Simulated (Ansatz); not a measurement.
**Geometry relaxation of SnO (part 3 of 3)**

Continued. System: SnO (P4/nmm, 4 atoms in the cell). Method: DFT PBEsol, scalar-relativistic, plane waves, PAW, no spin polarisation (Ansatz 0.2.0); cutoff 420 eV, 12×12×10 k-mesh, Fermi–Dirac smearing of 0.15 eV. The structure derives from an entry of the Crystallography Open Database. It belongs to a series of runs on one base structure; here: relaxed at 7 GPa.

Geometry of the input (Å; fractional positions):
```
3.8008  0.0000  0.0000
0.0000  3.8008  0.0000
0.0000  0.0000  4.7352
Sn 0.0000  0.5000  0.2439
Sn 0.5000  0.0000  0.7561
O  0.0000  0.0000  0.0000
O  0.5000  0.5000  0.0000
```

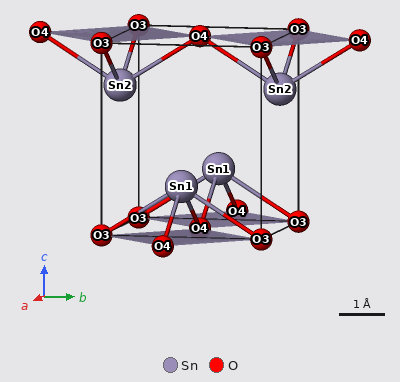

**Figure 1.** The geometry at step 7 of the log (polyhedral view of the cell of the calculation, seen slightly off an axis; polyhedra are completed across the faces of the cell; atoms are numbered from 1 in the order of the input).

```
basis re-selected at this cell: Δ(F+E_penalty+E_count) = +4.961e-5 eV, ΔP = -0.000 GPa vs the last step (what re-selecting the basis moved, of the pressure what is left beyond the Pulay correction that the steps carried, after the strain that the cell walked since its last selection, with what the two solves' SCF thresholds leave and, on support functions, any second-order correction that the steps lacked; it is no measure of the basis error at this ecutwfc). This SCF's stress stands 1.68e-3 GPa from its target on what of the cell is left free (relax.cell.stress_tol is 2.00e-2 GPa) and its largest allowed force component is 8.75e-5 eV/Å (relax.f_tol is 1.00e-3 eV/Å): within both
SCF converged after 6 iterations
Free energy (F): -13021.281305 eV
Harris-Foulkes:  -13021.281305 eV  (|F-HF|=3.64e-12)
Internal energy: -13021.253917 eV  (E = F + TS)
E sigma→0 (E₀):  -13021.267611 eV
Entropy (-TS):   -0.027388 eV (-6.847 meV/atom)
Fermi energy:    12.199412 eV
--- Per-component energies (eV) ---
  E_band       = -106.599257
  E_kinetic    = 728.702709
  E_local      = -2196.531560  (includes V_loc(G=0)·N_el)
  E_nonlocal   = 37.137556
  E_hartree    = 1245.802755
  E_xc         = -905.683998
  E_vxc        = -382.957159  (∫ρ·V_xc dr)
  E_paw        = -8437.548656  (= ΣΔE_a)
  E_vpaw       = -784.561165  (= ΣTr[D̂ρ^β])
  E_aug_tail   = 0.004862  (compensation charges beyond the density's cutoff)
  E_ewald      = -3493.777841
  E_core_change = 0.640255  (= ΣΔE_core)
  E_smearing   = -0.027388  (= −TS)
  E_closure    = -0.000000  (closes the sum)
  Σ components = -13021.281305   (vs F -13021.281305, Δ=0.00e0)
--- Forces (eV/Å), atoms counted from 1 ---
  atom   1  Sn     0.00000000     0.00000000    -0.00008749
  atom   2  Sn     0.00000000     0.00000000     0.00008749
  atom   3  O      0.00000000     0.00000000     0.00000000
  atom   4  O      0.00000000     0.00000000     0.00000000
  max |Σ_I F_I| component: 0.00e0 eV/Å
--- Stress (GPa, compression-positive) ---
        6.998628       0.000000       0.000000
        0.000000       6.998628       0.000000
        0.000000       0.000000       6.998324
  P = ⅓ Tr σ = 6.9985 GPa (69.985 kbar)
--- Band table (eV; the first three rows and the last of 168) ---
  k-point 0: bands = ["-10.0688", "-9.5573", "-9.5573", "-9.5096", "-9.4940", "-9.4861", "-9.3818", "-9.3715", "-9.3548", "-9.3548", "-8.6159", "-5.4748", "4.3541", "4.4590", "5.3724", "5.3724", "8.4040", "8.8203", "8.8203", "12.3020", "15.0444", "16.3089", "16.3089", "18.0086", "18.7134"]
  k-point 1: bands = ["-10.0633", "-9.5530", "-9.5530", "-9.5152", "-9.4919", "-9.4835", "-9.3836", "-9.3741", "-9.3603", "-9.3603", "-8.6055", "-5.4751", "3.5160", "5.3972", "5.3972", "5.4164", "8.3891", "8.8197", "8.8197", "12.2965", "14.7893", "15.9742", "15.9742", "17.8152", "18.8305"]
  k-point 2: bands = ["-10.0483", "-9.5403", "-9.5403", "-9.5303", "-9.4858", "-9.4761", "-9.3891", "-9.3816", "-9.3761", "-9.3761", "-8.5779", "-5.4760", "2.7794", "5.4639", "5.4639", "6.5103", "8.3509", "8.8165", "8.8165", "12.2112", "14.2712", "15.3486", "15.3486", "17.1575", "19.1126"]
  k-point 167: bands = ["-9.9826", "-9.9826", "-9.4806", "-9.4806", "-9.4610", "-9.4610", "-9.4389", "-9.4389", "-9.3701", "-9.3701", "-6.4202", "-6.4202", "2.7262", "2.7262", "5.7552", "5.7552", "8.7666", "8.7666", "9.5146", "9.5146", "14.2108", "14.2108", "17.3377", "17.3377", "18.2775"]
--- Relaxed structure (9 steps of the walk, 9 accepted, 3 SCFs on fresh bases) ---
  F+E_penalty+E_count = -13021.28130454 eV   max|allowed force component| = 8.749e-5 eV/Å   (the final SCF, on the basis selected at the relaxed cell)
  cell:  # Å, volume = 60.3322 Å³
    - [3.7160295289338485, 4.194990548027692e-35, 0.0]
    - [4.194990548027692e-35, 3.7160295289338485, 0.0]
    - [0.0, 0.0, 4.369086326263389]
  atoms:
    - { symbol: Sn, position: [1.9793407436728e-37, 0.5, 0.26569363716359806] }
    - { symbol: Sn, position: [0.5, -2.4741759295909584e-38, 0.7343063628364018] }
    - { symbol: O, position: [-1.979340743672797e-37, -2.474175929590996e-38, -1.4310275091703456e-21] }
    - { symbol: O, position: [0.5, 0.5, -1.4310275091702948e-21] }
```

## Trajectory as extended XYZ (Å, eV, eV/Å), 12 frames, from step=1 to step=12
```
4
Lattice="3.8008 0.0000 0.0000 0.0000 3.8008 0.0000 0.0000 0.0000 4.7352" Properties=species:S:1:pos:R:3:forces:R:3 step=1 energy=-13021.42801 pressure_GPa=0.00
Sn    0.0000    1.9004    1.1549    0.0000   0.0000   0.0006
Sn    1.9004    0.0000    3.5803    0.0000   0.0000  -0.0006
O     0.0000    0.0000    0.0000    0.0000   0.0000   0.0000
O     1.9004    1.9004    0.0000    0.0000   0.0000   0.0000
4
Lattice="3.6943 0.0000 0.0000 0.0000 3.6943 0.0000 0.0000 0.0000 4.5060" Properties=species:S:1:pos:R:3:forces:R:3 step=2 energy=-13021.32571 pressure_GPa=5.46
Sn    0.0000    1.8472    1.1924    0.0000   0.0000  -0.3313
Sn    1.8472    0.0000    3.3136    0.0000   0.0000   0.3313
O     0.0000    0.0000    0.0000    0.0000   0.0000   0.0000
O     1.8472    1.8472    0.0000    0.0000   0.0000   0.0000
4
Lattice="3.7007 0.0000 0.0000 0.0000 3.7007 0.0000 0.0000 0.0000 4.4213" Properties=species:S:1:pos:R:3:forces:R:3 step=3 energy=-13021.30215 pressure_GPa=6.91
Sn    0.0000    1.8503    1.1761    0.0000   0.0000  -0.1496
Sn    1.8503    0.0000    3.2452    0.0000   0.0000   0.1496
O     0.0000    0.0000    0.0000    0.0000   0.0000   0.0000
O     1.8503    1.8503    0.0000    0.0000   0.0000   0.0000
4
Lattice="3.7171 0.0000 0.0000 0.0000 3.7171 0.0000 0.0000 0.0000 4.3890" Properties=species:S:1:pos:R:3:forces:R:3 step=4 energy=-13021.30901 pressure_GPa=7.03
Sn    0.0000    1.8586    1.1616    0.0000   0.0000   0.0061
Sn    1.8586    0.0000    3.2275    0.0000   0.0000  -0.0061
O     0.0000    0.0000    0.0000    0.0000   0.0000   0.0000
O     1.8586    1.8586    0.0000    0.0000   0.0000   0.0000
4
Lattice="3.7184 0.0000 0.0000 0.0000 3.7184 0.0000 0.0000 0.0000 4.3850" Properties=species:S:1:pos:R:3:forces:R:3 step=5 energy=-13021.30844 pressure_GPa=7.00
Sn    0.0000    1.8592    1.1613    0.0000   0.0000  -0.0029
Sn    1.8592    0.0000    3.2237    0.0000   0.0000   0.0029
O     0.0000    0.0000    0.0000    0.0000   0.0000   0.0000
O     1.8592    1.8592    0.0000    0.0000   0.0000   0.0000
4
Lattice="3.7183 0.0000 0.0000 0.0000 3.7183 0.0000 0.0000 0.0000 4.3856" Properties=species:S:1:pos:R:3:forces:R:3 step=6 energy=-13021.30871 pressure_GPa=7.00
Sn    0.0000    1.8592    1.1612    0.0000   0.0000   0.0000
Sn    1.8592    0.0000    3.2244    0.0000   0.0000   0.0000
O     0.0000    0.0000    0.0000    0.0000   0.0000   0.0000
O     1.8592    1.8592    0.0000    0.0000   0.0000   0.0000
4
Lattice="3.7183 0.0000 0.0000 0.0000 3.7183 0.0000 0.0000 0.0000 4.3856" Properties=species:S:1:pos:R:3:forces:R:3 step=7 energy=-13021.29420 pressure_GPa=6.64
Sn    0.0000    1.8592    1.1612    0.0000   0.0000   0.0043
Sn    1.8592    0.0000    3.2244    0.0000   0.0000  -0.0043
O     0.0000    0.0000    0.0000    0.0000   0.0000   0.0000
O     1.8592    1.8592    0.0000    0.0000   0.0000   0.0000
4
Lattice="3.7157 0.0000 0.0000 0.0000 3.7157 0.0000 0.0000 0.0000 4.3694" Properties=species:S:1:pos:R:3:forces:R:3 step=8 energy=-13021.28218 pressure_GPa=7.03
Sn    0.0000    1.8579    1.1610    0.0000   0.0000  -0.0005
Sn    1.8579    0.0000    3.2084    0.0000   0.0000   0.0005
O     0.0000    0.0000    0.0000    0.0000   0.0000   0.0000
O     1.8579    1.8579    0.0000    0.0000   0.0000   0.0000
4
Lattice="3.7160 0.0000 0.0000 0.0000 3.7160 0.0000 0.0000 0.0000 4.3702" Properties=species:S:1:pos:R:3:forces:R:3 step=9 energy=-13021.28298 pressure_GPa=7.00
Sn    0.0000    1.8580    1.1609    0.0000   0.0000   0.0000
Sn    1.8580    0.0000    3.2093    0.0000   0.0000   0.0000
O     0.0000    0.0000    0.0000    0.0000   0.0000   0.0000
O     1.8580    1.8580    0.0000    0.0000   0.0000   0.0000
4
Lattice="3.7160 0.0000 0.0000 0.0000 3.7160 0.0000 0.0000 0.0000 4.3702" Properties=species:S:1:pos:R:3:forces:R:3 step=10 energy=-13021.28189 pressure_GPa=6.99
Sn    0.0000    1.8580    1.1609    0.0000   0.0000   0.0001
Sn    1.8580    0.0000    3.2093    0.0000   0.0000  -0.0001
O     0.0000    0.0000    0.0000    0.0000   0.0000   0.0000
O     1.8580    1.8580    0.0000    0.0000   0.0000   0.0000
4
Lattice="3.7160 0.0000 0.0000 0.0000 3.7160 0.0000 0.0000 0.0000 4.3691" Properties=species:S:1:pos:R:3:forces:R:3 step=11 energy=-13021.28135 pressure_GPa=7.00
Sn    0.0000    1.8580    1.1608    0.0000   0.0000  -0.0001
Sn    1.8580    0.0000    3.2082    0.0000   0.0000   0.0001
O     0.0000    0.0000    0.0000    0.0000   0.0000   0.0000
O     1.8580    1.8580    0.0000    0.0000   0.0000   0.0000
4
Lattice="3.7160 0.0000 0.0000 0.0000 3.7160 0.0000 0.0000 0.0000 4.3691" Properties=species:S:1:pos:R:3:forces:R:3 step=12 energy=-13021.28131 pressure_GPa=7.00
Sn    0.0000    1.8580    1.1608    0.0000   0.0000  -0.0001
Sn    1.8580    0.0000    3.2082    0.0000   0.0000   0.0001
O     0.0000    0.0000    0.0000    0.0000   0.0000   0.0000
O     1.8580    1.8580    0.0000    0.0000   0.0000   0.0000
```

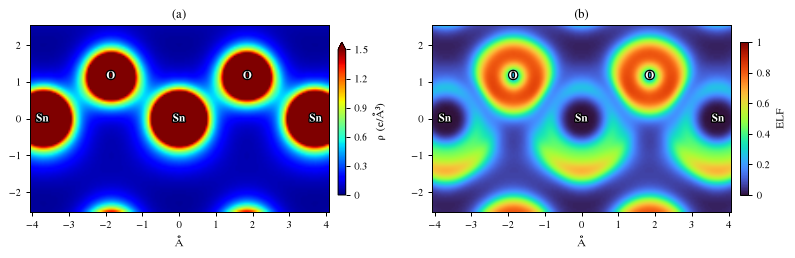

**Figure 2.** (a) valence pseudo-density; (b) electron localisation function on the (100) plane of the conventional cell. Atoms in the plane: Sn and O. Sn–O (2.19 Å): the density is about 0.51 e/Å³ at the midpoint; the ELF is about 0.20 at the midpoint (no shared pair; the contact is polar). Away from the nuclei the density in this plane falls to 0.03 e/Å³ at its lowest. Core electrons are frozen (PAW), so the fields are smoothed inside the atomic spheres.

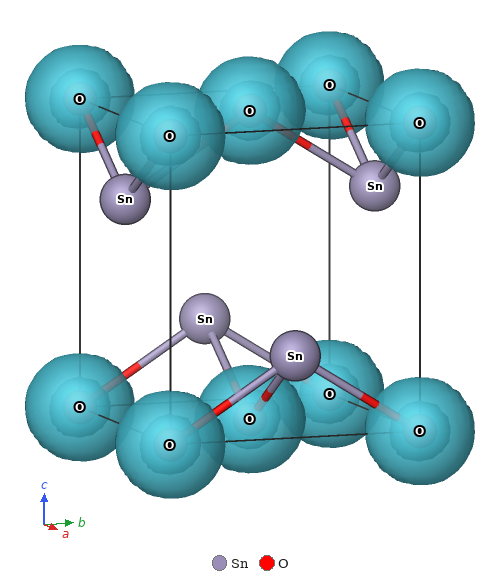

**Figure 3.** Isosurface of the ELF at 0.75 (cyan), seen slightly off an axis. Only the valence region is drawn (cores and ρ < 0.01 e/Å³ removed). Sticks mark near contacts. The outline is the cell set on symmetry axes. Along the contacts the grid gives the following. Sn–O (2.19 Å): the ELF is about 0.20 at the midpoint (a polar contact without a shared pair, in a metal).

## Summary

- outcome: converged
- space group (tolerance 0.01 Å): P4/nmm (129)
- electrons treated: 40
- free energy: −13021.2813 eV
- Fermi energy: 12.199 eV
- gap on the k-point mesh: none (metallic)
- pressure: 7.00 GPa
- final volume: 60.33 Å³
- largest force (length of the vector) at the end: under 0.001 eV/Å
- final cell: a = 3.716 Å, b = 3.716 Å, c = 4.369 Å, α = 90.00°, β = 90.00°, γ = 90.00°
- hardware: 1 thread of Intel Xeon (Sapphire Rapids), 32 GiB of memory available, shared host
- wall time: 2.1 min
- peak memory: 0.57 GiB

## Notes

Results for this metal are sensitive to the k-point mesh. The cell was relaxed to the target pressure of the input; what is minimised is then the enthalpy E + pV.
